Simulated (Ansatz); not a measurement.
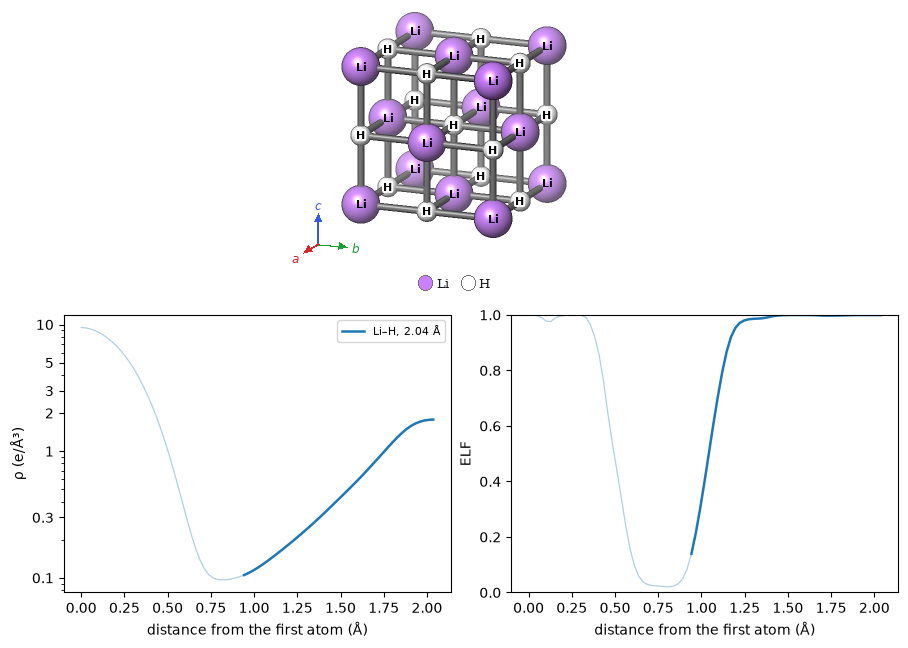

Figure 1: LiH. Valence pseudo-density and ELF along straight lines between neighbouring atoms. Thin, pale parts lie inside the atomic spheres. The structure is drawn too.

Space group Fm-3m; computed pressure about −2 GPa in this cell.

Method: Kohn-Sham DFT of a periodic cell, HSE06, Ansatz PAW in Ansatz 0.2.0.

Core electrons are frozen (PAW), and the valence fields are smoothed inside the atomic spheres.

### What can be read from the curves?

Li–H (2.04 Å): ρ at the midpoint is about 0.12 e/Å³; the ELF climbs to about 1 towards the hydrogen; an ionic contact to a hydride ion.
